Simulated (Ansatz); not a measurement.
## Electronic structure of Cd$_{4}$Te$_{5}$ (slab) in real space

```cif
data_structure
_symmetry_space_group_name_H-M 'P 1'
_symmetry_Int_Tables_number 1
_cell_length_a 4.6792
_cell_length_b 4.6792
_cell_length_c 28.2347
_cell_angle_alpha 90.000
_cell_angle_beta 90.000
_cell_angle_gamma 90.000
_cell_volume 618.19
loop_
_atom_site_label
_atom_site_type_symbol
_atom_site_fract_x
_atom_site_fract_y
_atom_site_fract_z
_atom_site_occupancy
Te1 Te 0.00000 0.50000 0.26563 1
Cd1 Cd 0.50000 0.50000 0.32422 1
Te2 Te 0.50000 0.00000 0.38282 1
Cd2 Cd 0.00000 0.00000 0.44141 1
Te3 Te 0.00000 0.50000 0.50000 1
Cd3 Cd 0.50000 0.50000 0.55859 1
Te4 Te 0.50000 0.00000 0.61718 1
Cd4 Cd 0.00000 0.00000 0.67578 1
Te5 Te 0.00000 0.50000 0.73437 1
```

Not relaxed (largest force 0.3 eV/Å).

The calculation used Ansatz 0.2.0, DFT PBE, scalar-relativistic, plane waves, PAW.

The density is the valence pseudo-density of a PAW calculation; it isn't the true density close to the nuclei.

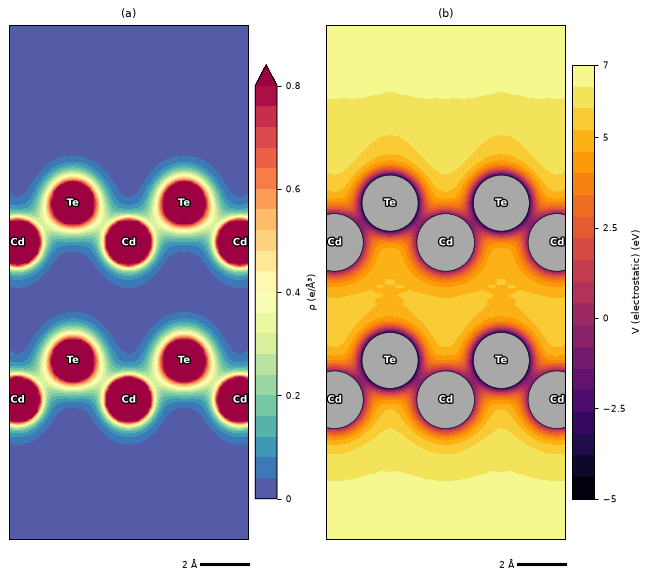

Figure 1. (a) valence charge density (pseudo); (b) electrostatic potential energy of an electron on the (100) plane of the calculation cell, a cut from vacuum to vacuum. Grey discs cover the atomic cores in the potential map.

Describe what can be read from this map.

Answer.
- The plane passes through Cd and Te nuclei.
- Cd–Te (2.87 Å): ρ is about 0.32 e/Å³ halfway.
- The density dies away to nearly zero in the vacuum.
- Outside the cores the potential energy rises away from the atoms and is highest in the vacuum; its zero is arbitrary.

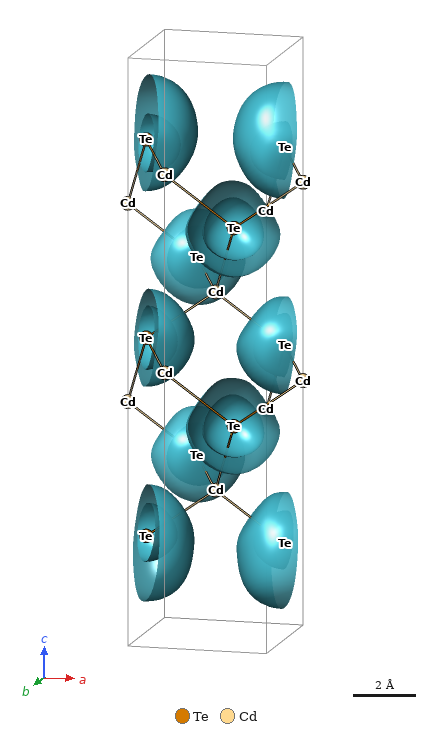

Figure 2. Isosurface of the ELF at 0.55 (cyan), seen at an oblique angle. Core shells and regions of very low density are left out. Sticks mark near contacts.

Identify the bonds, lone pairs and shells in this picture.

Answer. The ELF exceeds this value in five regions wrapped around Te (the valence shell of each), counted in one cell of 9 atoms. Counts are for one cell; the picture repeats the cell along the surface.


Cd–Te (2.87 Å): the ELF is about 0.50 at the midpoint and 0.15 at its lowest between the atoms.

Metal or insulator at this level of theory?

Answer. It is metallic or semimetallic at this level of theory: no gap opens.
